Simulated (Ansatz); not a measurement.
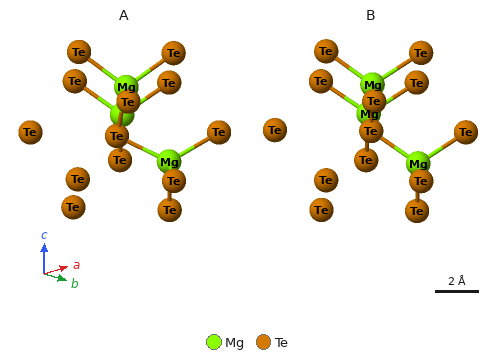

Two geometries of a defect cell of composition Mg$_{31}$Te$_{32}$, drawn at one scale. One is the start of a relaxation, the other its converged end. The picture is a ball-and-stick view of the atoms within 5.0 Å of the atom that moves most (axes of the cell of the calculation (origin shifted)), seen from a free direction.

Level of theory: DFT, PBEsol, PAW, plane waves in Ansatz 0.2.0. (plane-wave cutoff 420 eV; k-point mesh 1 × 1 × 1; mesh shifted by (0.25, 0.25, 0.25); collinear spin; atoms relaxed in a fixed cell; force threshold 0.03 eV/Å; at most 80 steps)

Q: Which of the two is the end point?

A: Structure A is the relaxed one. The atoms of the start lie slightly off their symmetric places, so part of the fall in energy undoes that. The largest move is that of a Te atom, 0.42 Å along [−1 −1 −1]. Largest moves by element: Te 0.42 Å, Mg 0.18 Å. The cell doesn't change. Some distances before and after: Mg–Te 2.734 → 2.817 Å, Mg–Te 2.773 → 2.816 Å, Mg–Te 2.741 → 2.774 Å, Mg–Te 2.800 → 2.785 Å. Among the angles between lasting bonds that change: Te–Mg–Te 108.5° → 120.9°, Te–Mg–Te 109.5° → 121.2°, Mg–Te–Mg 110.5° → 100.1°. After 5 geometry steps the energy has fallen by 0.323 eV per cell of the calculation. The largest force component goes from 0.42 to 0.02 eV/Å.
